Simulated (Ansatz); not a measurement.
System: HO, space group Fm-3m (No. 225) (one of a set of cubic test structures, which need not be the stable phase).

Method: equation of state of a cubic crystal from periodic Kohn-Sham density functional theory without spin, third-order Birch-Murnaghan fit to the free energies; pressure corrected for the finite basis (Ansatz 0.2.0 development build). Level: r2SCAN.

structure type rock salt; atoms in cell 2; space group number 225; lattice centring face-centred primitive; k mesh 17×17×17; occupation method Fermi–Dirac; occupation width 0.1 eV; wave cutoff 700 eV; datasets hard PAW; density tolerance 1e−09 eV; bands 8; density cutoff ratio 4; search for lower states default; xc grid level 2.

What does the calculation give for the energy above the lowest point and pressure against volume? The volume takes the values 4.6117, 4.7620, 4.9124, 5.0628, 5.2132 Å³/atom.

A third-order Birch–Murnaghan fit gives V0 = 4.91 Å³/atom, B0 = 179 GPa and B′ = 4.1. The energy above the lowest point is 10.9 meV/atom at volume 4.6117 Å³/atom and 9.7 meV/atom at 5.2132 Å³/atom; the lowest computed point is at volume 4.9124 Å³/atom (0.0 meV/atom), and no other minimum shows among the points. The pressure falls from 12.5 GPa at volume 4.6117 Å³/atom to −9.6 GPa at 5.2132 Å³/atom, and changes sign near 4.91 Å³/atom.

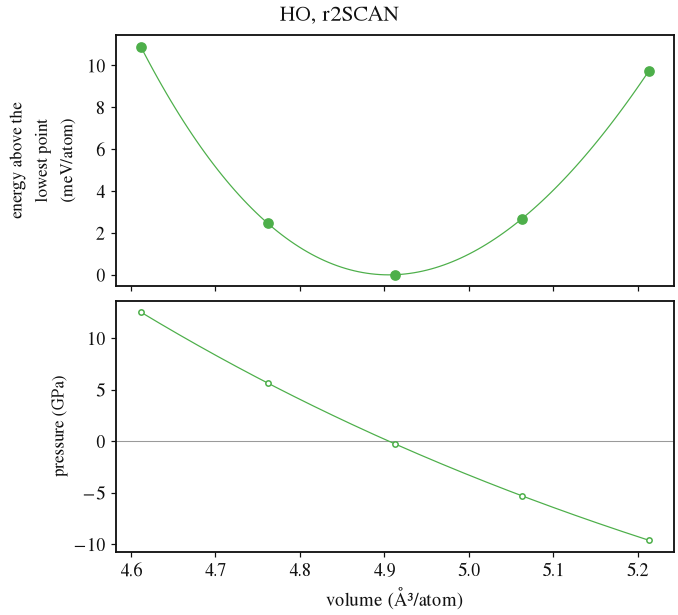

Limits of the calculation: cubic model structure, not the ambient form; pseudopotentials made with PBE, not this functional.
